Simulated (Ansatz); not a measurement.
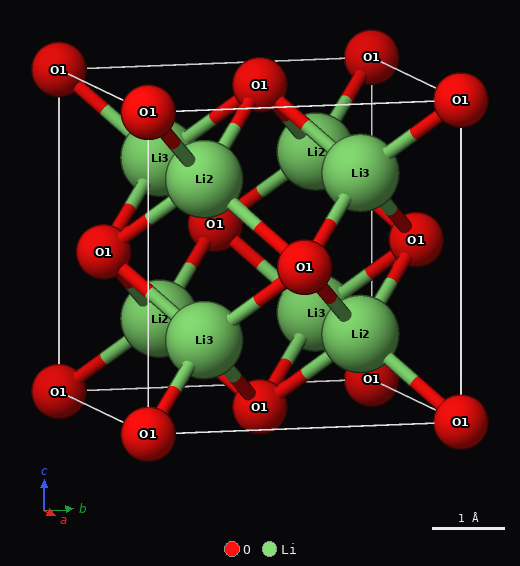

Reference structure: crystalline Li₂O (built on the antifluorite type) at its r2SCAN-relaxed geometry. The picture is a ball-and-stick view of the conventional cell (4 times the calculation's cell), seen slightly off an axis. Lengths and directions refer to the drawn axes.

Method: DFT, r2SCAN, plane waves, PAW (Ansatz 0.2.0). Settings: plane-wave cutoff 500 eV; k-point mesh 10 × 10 × 10; occupations fixed; no spin polarisation.

Now this is done to it. All lengths are scaled by −2.0 % (volume −5.9 %). The atoms were relaxed with r2SCAN under that strain, and this is a single point on that geometry.

### Predict the response.

Energy change: +8.3 meV per atom. Pressure: 0.0 GPa before, 5.9 GPa after. All forces vanish by symmetry. Some distances before and after: Li–O 1.980 → 1.940 Å. The space group stays Fm-3m (No. 225).

The changed structure in the same view:

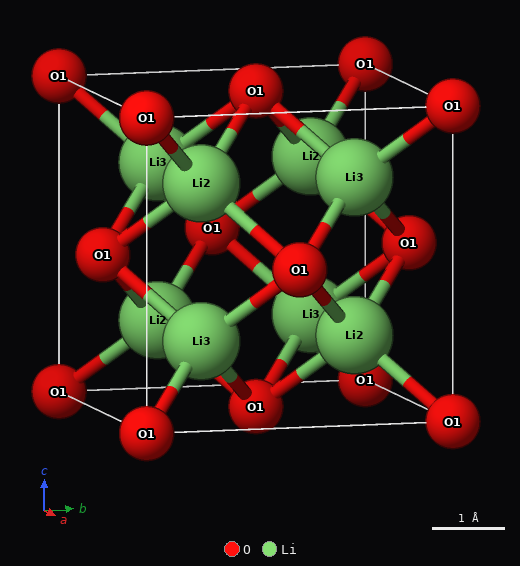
